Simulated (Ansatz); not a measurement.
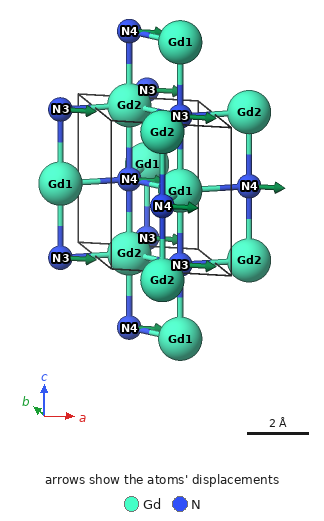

One vibrational mode of a crystal of GdN (a generated structure) at the zone centre. The green arrows give the relative displacements of the atoms. A ball-and-stick model of the cell of the calculation, seen slightly off an axis.

Level of theory: Ansatz 0.2.0, DFT PBE, scalar-relativistic, plane waves, PAW. Set-up: plane-wave cutoff 420 eV; k-point mesh 12 × 12 × 6; occupations gaussian; smearing width 0.02 eV; collinear spin.

Frequencies are those without the non-analytic (LO–TO) term.

**Give the symmetry, activity and frequency of this mode.**

This is the E₁u mode (doubly degenerate; one member of the set is drawn) at 380 cm⁻¹, the highest optical level (1 lower level is imaginary, so the structure is unstable), infrared-active by symmetry. The N sublattice moves against the Gd sublattice, along a; it stretches the shortest Gd–N bonds (2.36 Å); the kinetic energy is shared as N 92 %, Gd 8 %. Its infrared intensity is 79 (D/Å)²/amu for the set.
